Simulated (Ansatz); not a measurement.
## Energy of CoO along a strain of the cell

System: CoO (2 atoms in the cell).
Method: DFT, PBE, all-electron PAW with datasets made for the crystal, scalar-relativistic, spin-polarised (Ansatz 0.2.0).

The 6 runs differ only in the geometry, by a strain of the cell at fixed fractional positions. Against run 4, the strain is εzz = η. The structure derives from an entry of the Crystallography Open Database.

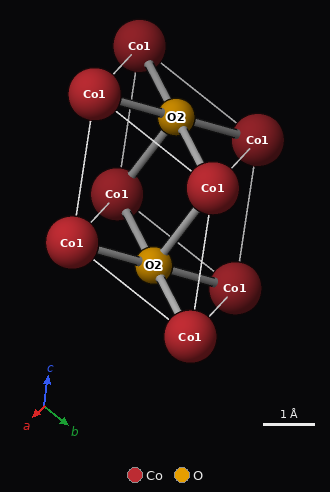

Figure 1. The structure of run 4 (ball-and-stick view of the reduced cell, seen slightly off an axis; atoms are numbered from 1 in the order of the input).

**Input of run 4**
```yaml
crystal:
  lattice:
    - [0.0, 2.1315, 2.152815]
    - [2.1315, 0.0, 2.152815]
    - [2.1315, 2.1315, 0.0]
  atoms:
    - { symbol: Co, position: [0.0, 0.0, 0.0], spin: 2.0 }
    - { symbol: O, position: [0.5, 0.5, 0.5] }
magnetization:
  spin_polarized: true
kpoints:
  mp_grid: { grid: [16, 16, 16] }
scf:
  occupations: { method: fermi_dirac, width: 0.05 }
hamiltonian:
  xc: pbe
  pseudopotentials: { kind: all_electron, datasets: crystal }
output:
  forces: true
  stress: true
  eigenvalues: true
  efg: { contact_densities: true }
```

Command:
```bash
ansatz run input.yaml --threads 1 --pin off --max-ram 3072MiB --backend cpu --events-out ev --progress --plain --runs-dir out
```

Lattice vectors (Å) and fractional positions of run 4:
```
   0.000000    2.131500    2.152815
   2.131500    0.000000    2.152815
   2.131500    2.131500    0.000000
Co  0.000000  0.000000  0.000000
O   0.500000  0.500000  0.500000
```

Run 2 differs from it as follows:
```diff
-    - [0.0, 2.1315, 2.152815]
-    - [2.1315, 0.0, 2.152815]
+    - [0.0, 2.1315, 2.08887]
+    - [2.1315, 0.0, 2.08887]
```

**Results, with one run withheld**

| run | strain parameter η (%) | free energy per atom, from the lowest run given (meV) | pressure (GPa) |
| --- | --- | --- | --- |
| 1 | −3.9604 | 1.86 | 3.49 |
| 2 | −2.9703 | ? | ? |
| 3 | −1.9802 | 0.00 | −0.15 |
| 4 | 0.0000 | 2.19 | −3.43 |
| 5 | 0.9901 | 4.63 | −4.94 |
| 6 | 1.9802 | 7.91 | −6.34 |

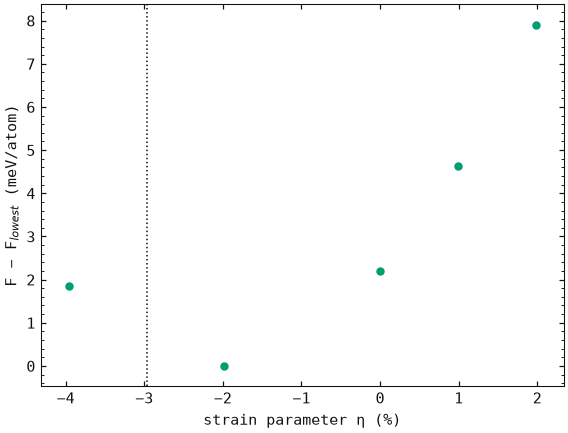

Figure 2. Free energy per atom of the runs given; the dotted line marks run 2.

Estimate the energy of run 2 from the others.

A cubic polynomial in the coordinate, fitted to the 5 runs given, misses them by at most 0.01 meV per atom. With x = η + 0.5941, it reads F = 1.1354 + 1.4908 x + 0.47058 x² − 0.010755 x³ (meV per atom). At run 2 it gives 0.39 meV per atom, and the run itself gives 0.37. The fit has its minimum at η = −2.1003 %.

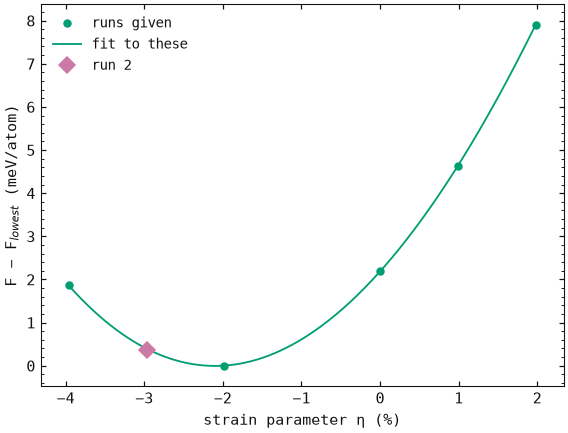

Figure 3. The fit and the withheld run.

**Output, shortened to warnings, some set-up lines, iterations and results (run 2)**
```
Basis set: ecut = 420 eV, 339 PW (Γ), exchange–correlation on 40×40×48 points (8 copies of the dense FFT grid, shifted against one another)
Symmetry: 16 space group operations
k-points: 349 of 4096
Initial density: read from a saved state, or passed on in memory by an earlier SCF of this step, an earlier step, the calling program or the single point that the run made first
[...]
SCF iter   1: F=—  HF=-39964.511378 eV  |F-HF|=—  |Δ(HF+E_count)|=         —  Δρ=9.37e-3 (↑9.37e-3 ↓4.01e-3)  dr2=7.26e-3  dr2_m=2.48e-3  M=2.880 μB ∫|m|=2.894 μB  β_m=0.30  …
SCF iter   2: F=—  HF=-39964.506149 eV  |F-HF|=—  |Δ(HF+E_count)|=   5.23e-3  Δρ=7.01e-3 (↑7.01e-3 ↓3.73e-3)  dr2=6.42e-3  dr2_m=1.11e-3  M=2.886 μB ∫|m|=2.900 μB  β_m=0.60  …
SCF iter   3: F=—  HF=-39964.516694 eV  |F-HF|=—  |Δ(HF+E_count)|=   1.05e-2  Δρ=1.64e-2 (↑6.39e-3 ↓1.64e-2)  dr2=6.00e-2  dr2_m=1.24e-2  M=2.793 μB ∫|m|=2.807 μB  β_m=0.41  …
SCF iter   4: F=—  HF=-39964.507647 eV  |F-HF|=—  |Δ(HF+E_count)|=   9.05e-3  Δρ=8.91e-4 (↑8.91e-4 ↓8.34e-4)  dr2=2.08e-4  dr2_m=4.53e-5  M=2.880 μB ∫|m|=2.894 μB  β_m=0.41  …
SCF iter   5: F=—  HF=-39964.507692 eV  |F-HF|=—  |Δ(HF+E_count)|=   4.45e-5  Δρ=7.80e-4 (↑2.07e-4 ↓7.80e-4)  dr2=7.53e-5  dr2_m=3.17e-5  M=2.874 μB ∫|m|=2.888 μB  β_m=0.71  …
SCF iter   6: F=—  HF=-39964.507804 eV  |F-HF|=—  |Δ(HF+E_count)|=   1.12e-4  Δρ=9.85e-4 (↑9.85e-4 ↓9.75e-4)  dr2=3.51e-4  dr2_m=6.66e-5  M=2.881 μB ∫|m|=2.895 μB  β_m=0.55  …
SCF iter   7: F=—  HF=-39964.507738 eV  |F-HF|=—  |Δ(HF+E_count)|=   6.58e-5  Δρ=3.87e-4 (↑1.71e-4 ↓3.87e-4)  dr2=1.91e-5  dr2_m=9.77e-6  M=2.878 μB ∫|m|=2.892 μB  β_m=0.78  …
SCF iter   8: F=—  HF=-39964.507750 eV  |F-HF|=—  |Δ(HF+E_count)|=   1.20e-5  Δρ=6.25e-5 (↑1.92e-5 ↓6.25e-5)  dr2=3.26e-7  dr2_m=1.46e-7  M=2.877 μB ∫|m|=2.892 μB  β_m=0.79  …
SCF iter   9: F=—  HF=-39964.507750 eV  |F-HF|=—  |Δ(HF+E_count)|=   7.01e-8  Δρ=4.32e-5 (↑1.84e-5 ↓4.32e-5)  dr2=2.04e-7  dr2_m=9.73e-8  M=2.878 μB ∫|m|=2.892 μB  β_m=0.89  …
SCF iter  10: F=—  HF=-39964.507750 eV  |F-HF|=—  |Δ(HF+E_count)|=   1.02e-7  Δρ=1.85e-5 (↑8.19e-6 ↓1.85e-5)  dr2=4.12e-8  dr2_m=1.46e-8  M=2.878 μB ∫|m|=2.892 μB  β_m=0.77  …
SCF iter  11: F=-39964.507750 eV  HF=-39964.507750 eV  |F-HF|=7.55e-9  |Δ(HF+E_count)|=   1.08e-8  Δρ=8.39e-6 (↑4.41e-6 ↓8.39e-6)  dr2=8.73e-9  dr2_m=3.43e-9  M=2.878 μB …
SCF 1 converged in 11 iterations: F = -39964.507753 eV  dr2 = 8.73e-9
  Residual-converged pass: ⟨swp⟩=2.5  Hψ=17889  notcnv=0  max |occ|·‖R‖ = 5.2e-6 eV (tolerance 5.3e-6 eV)  dr2=8.70e-9  dr2_m=3.43e-9  dr2_onsite=3.64e-8  max |Δocc| = 9.0e-11
SCF converged after 11 iterations
Magnetization: 2.8776 μB (12.9388 up, 10.0612 down)
Absolute magnetization: 2.8917 μB (∫|ρ↑−ρ↓|)
Spin contamination: 0.0031 ħ² per cell (⟨S²⟩ above its minimum at these occupations)
Per-site moments (μB) at R_I (Å): [(2.44799123342799, 0.861658875), (0.30391055133346584, 0.861658875)]
Free energy (F): -39964.507753 eV
Harris-Foulkes:  -39964.507753 eV  (|F-HF|=7.55e-9)
Internal energy: -39964.473707 eV  (E = F + TS)
E sigma→0 (E₀):  -39964.490730 eV
Entropy (-TS):   -0.034045 eV (-17.023 meV/atom)
Past the cutoff: the bands carry plane waves up to 1.75 times it, of which those up to 1.5 times it add -0.000384 eV an atom, each by itself; the spheres take 0.000138 eV an atom off the energy for waves past 1.75 times it
By the cutoff:   a pressure is off by up to 0.007 GPa (1.2 times the spheres' own share and the shells' term, over an atom's volume, and 0.004 GPa: a bound that held against runs at twice the plane waves)
Past the cutoffs: a stress includes 0.0030 GPa for waves and charges beyond them, in addition to the slope of what the spheres take
In the spheres:  the bands' charges fall short by 1.3e-6 e at most (sound up to 1e-3)
Fermi energy:    14.498535 eV
--- Per-component energies (eV) ---
  E_band       = -292.062385
  E_kinetic    = 345.870274
  E_local      = -2313.659480  (includes V_loc(G=0)·N_el)
  E_nonlocal   = -315.698001
  E_hartree    = 1150.612964
  E_xc         = -114.890617
  E_vxc        = -149.530898  (∫ρ·V_xc dr)
  E_paw        = -40708.133007  (= ΣΔE_a)
  E_vpaw       = -5063.025696  (= ΣTr[D̂ρ^β])
  E_ewald      = -2911.329871
  E_smearing   = -0.034045  (= −TS)
  E_closure    = 4902.754031  (closes the sum)
  Σ components = -39964.507753   (vs F -39964.507753, Δ=0.00e0)
  The terms above E_closure are by the made datasets' own strengths, without shells solved beside the bands.
--- Forces (eV/Å), atoms counted from 1 ---
  atom   1  Co    -0.00000000     0.00000000     0.00000000
  atom   2  O      0.00000000     0.00000000    -0.00000000
  max |Σ_I F_I| component: 1.22e-29 eV/Å
--- Stress (GPa, compression-positive) ---
        1.674463       0.000000       0.000000
        0.000000       1.674463      -0.000000
        0.000000       0.000000       1.495057
  P = ⅓ Tr σ = 1.6147 GPa (16.147 kbar)
--- PAW observables at the nuclei: V_zz in 10²¹ V/m², potentials from the cell's mean, atoms counted from 1 ---
  atom   1  Co V_zz =    +2.164972   η = 0.0000   by run symmetry: allowed
[...]
```
